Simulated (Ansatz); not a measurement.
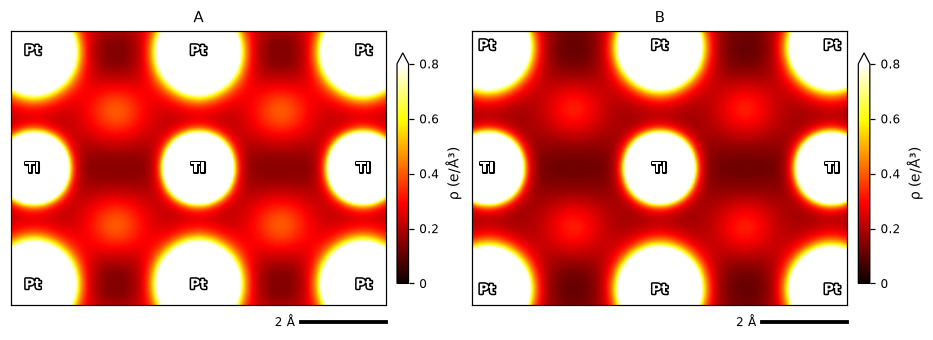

TiPt3. The valence electron density of two cells that differ in size, on the (101) plane of each (indices in the axes of the calculation cell), at one length scale and on one colour scale: B has 16.9 Å³ an atom and A 14.9.

The calculation used Ansatz, DFT PBE, scalar-relativistic, plane waves, PAW.

Core electrons are frozen (PAW), and the valence fields are smoothed inside the atomic spheres.

Question: What changes from the larger cell to the smaller?

Answer: From the larger cell to the smaller, Ti–Pt goes from 2.88 to 2.76 Å, and the density at its midpoint from 0.26 to 0.31 e/Å³; the pressure goes from −18 to 8 GPa.
